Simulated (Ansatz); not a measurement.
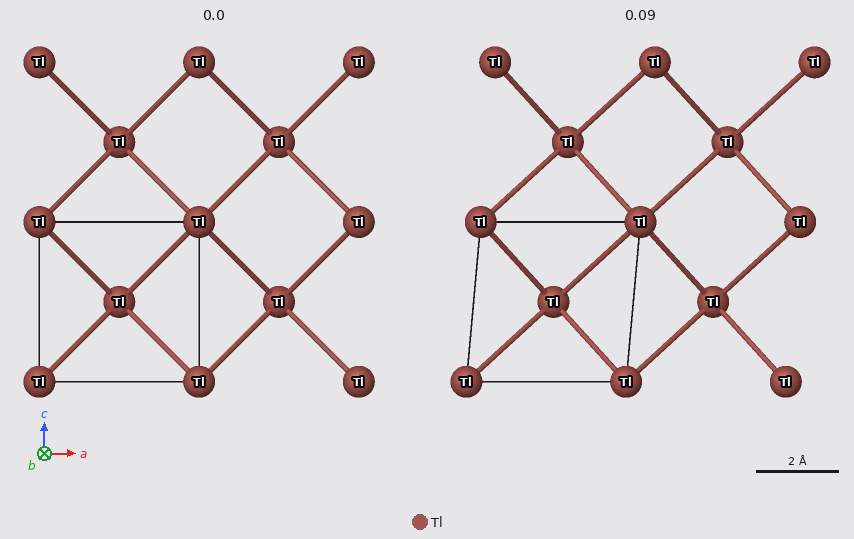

A crystal of Tl (set up in Im-3m), under shear of c along a (cell held, atoms fixed by symmetry), with energies (extrapolated to zero smearing) counted from the relaxed crystal, which is the row at zero. The picture shows the first and the last member. The picture is a ball-and-stick view of the cell of the calculation, repeated 2 × 1 × 2 with one cell outlined, seen along the b axis.

Computed with Ansatz 0.2.0: DFT r2SCAN, scalar-relativistic, plane waves, PAW. Settings: plane-wave cutoff 500 eV; k-point mesh 14 × 14 × 14; occupations gaussian; smearing width 0.1 eV; no spin polarisation.

| strain | energy (meV/atom) | a (Å) | c (Å) |
| --- | --- | --- | --- |
| 0.0 | 0.00 | 3.916 | 3.916 |
| 0.015 | 0.49 | 3.916 | 3.917 |
| 0.03 | 1.65 | 3.916 | 3.918 |
| 0.045 | 3.05 | 3.916 | 3.920 |
| 0.06 | ? | ? | ? |
| 0.09 | 9.99 | 3.916 | 3.932 |

> Fill in the missing row.

A parabola through three neighbouring rows (0.03, 0.045, 0.09) gives, with Lagrange weights, (−0.5000)(1.65) + (1.3333)(3.05) + (0.1667)(9.99) = 4.91 meV/atom. The calculation gives 4.88 meV/atom (a = 3.916 Å, c = 3.923 Å). The estimate is 0.03 meV/atom too high. From the first member to the last: Tl–Tl 3.391 → 3.496 Å, Tl–Tl 3.391 → 3.293 Å.

The whole series:

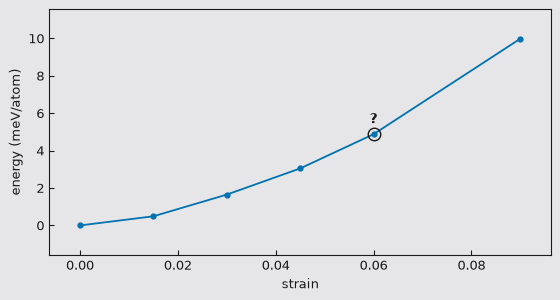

Each member starts from this one structure; whether another phase lies lower wasn't checked.
